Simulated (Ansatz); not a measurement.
As, as given below.

```cif
data_structure
_symmetry_space_group_name_H-M 'P 1'
_symmetry_Int_Tables_number 1
_cell_length_a 2.8699
_cell_length_b 14.9227
_cell_length_c 3.6050
_cell_angle_alpha 90.000
_cell_angle_beta 90.487
_cell_angle_gamma 90.000
_cell_volume 154.38
loop_
_atom_site_label
_atom_site_type_symbol
_atom_site_fract_x
_atom_site_fract_y
_atom_site_fract_z
_atom_site_occupancy
As1 As 0.50000 0.94277 0.75000 1
As2 As 0.50000 0.05723 0.25000 1
As3 As 0.00000 0.44277 0.75000 1
As4 As 0.00000 0.55723 0.25000 1
```

It is based on the input geometry of an electronic-structure calculation (not necessarily at equilibrium); the starting structure was generated, so it need not be a known form of this composition.

Predict the first 2 clear peaks of the neutron G(r) with σ = 0.15 Å, and name the atom pairs.

Answer. 1. 2.48 Å: As–As at 2.48 Å
2. 2.84 Å: As–As at 2.87 Å

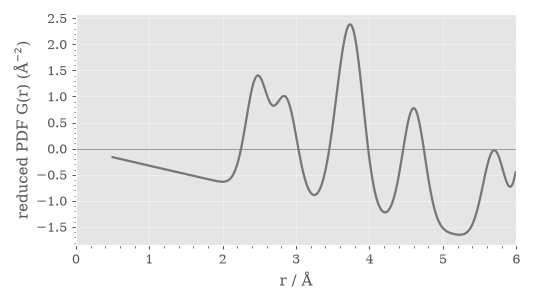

The curve is a calculated neutron PDF: distances of the static structure, each pair weighted by the product of the tabulated coherent neutron scattering lengths (natural isotope mix where the element has one), broadened by Gaussians with σ = 0.15 Å, damped by exp(−(Q_damp r)²/2) with Q_damp = 0.040 Å⁻¹.
